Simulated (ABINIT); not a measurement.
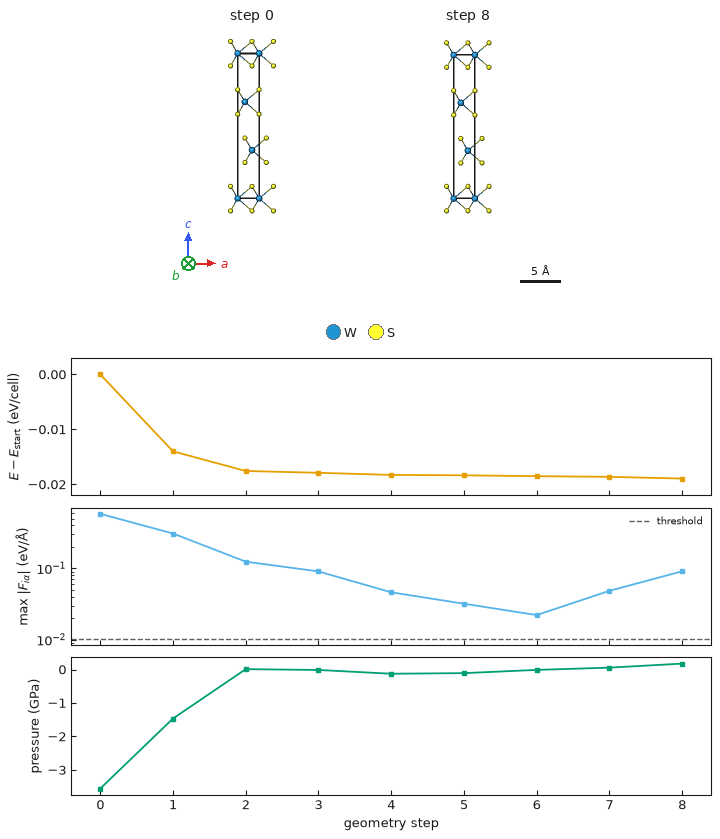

First and last geometry of a relaxation of a crystal of WS2 (set up in R3m), with the history of the run. Style: ball-and-stick. Shown: the conventional cell (3 times the calculation's cell), along the b axis. Lengths and directions refer to the drawn axes.

The run lets cell and atoms move.

Computed with ABINIT 10.8.3, Kohn-Sham DFT of a periodic cell, LDA, JTH PAW LDA v2.0.

Input
```
# Pseudopotentials
pp_dirpath "./"
pseudos "W.LDA_PW-JTH.xml, S.LDA_PW-JTH.xml"

# Structure
acell 3*1.0
rprim
     2.9838775508     1.7227425073    11.6470120147
    -2.9838775508     1.7227425073    11.6470120147
     0.0000000000    -3.4454850143    11.6470120147
ntypat 2
znucl 74 16
natom 3
typat 1 2 2
xred
     0.0000000000     0.0000000000     0.0000000000
     0.5810000000     0.5810000000     0.5810000000
     0.7503000000     0.7503000000     0.7503000000
chkprim 0
chksymtnons 0
tolsym 1.0e-6

# Plane-wave basis
ecut 20.0
pawecutdg 40.0
pawovlp -1

# k points
kptopt 1
ngkpt 8 8 8
nshiftk 1
shiftk 0.0 0.0 0.0

# Exchange and correlation
ixc 7

# Bands and occupations
nband 17
occopt 3
tsmear 0.00183747

# SCF cycle
nstep 100
tolvrs 1.0e-9

# Output
iomode 3
prtwf 0
prtden 0
prteig 0
prtebands 0
enunit 2

# Relaxation
ionmov 2
ntime 60
tolmxf 0.0002
optcell 2
dilatmx 1.08
ecutsm 0.5
```

Run as
```bash
abinit run.abi > log 2>&1
```

**What do the curves and the structures tell?**

The run was cut off at its time limit before the relaxation converged, so the last structure is only a point on the way. The energy falls by 18.9 meV per cell of the calculation in 8 geometry steps. The largest force component goes from 0.58 to 0.091 eV/Å. Pressure: −3.56 GPa at the start and 0.18 GPa at the end. The largest move relative to the cell is that of an S atom, 0.017 Å along +c. By element the largest moves are S 0.017 Å, W 0.010 Å. Cell: a = b 3.158 → 3.128 Å (−1.0 %), c 18.490 → 18.302 Å (−1.0 %). Volume −2.9 %. Among the contacts that change: W–W 3.158 → 3.128 Å, S–W 2.415 → 2.389 Å, S–W 2.391 → 2.385 Å. The space group stays R3m (No. 160). The run took 30 min on 1 thread of Arm Neoverse V2, with other jobs on the host, peak memory 0.29 GiB.

```tsv
step	E − E(0), meV/atom	largest force component, eV/Å	pressure, GPa	volume, Å³/atom
0	0.00	0.5824	-3.56	17.744
1	-4.66	0.3080	-1.46	17.552
2	-5.85	0.1242	0.01	17.409
3	-5.96	0.0906	-0.01	17.399
4	-6.09	0.0461	-0.13	17.376
5	-6.12	0.0319	-0.11	17.364
6	-6.17	0.0221	-0.01	17.329
7	-6.21	0.0484	0.06	17.301
8	-6.31	0.0910	0.18	17.230
```
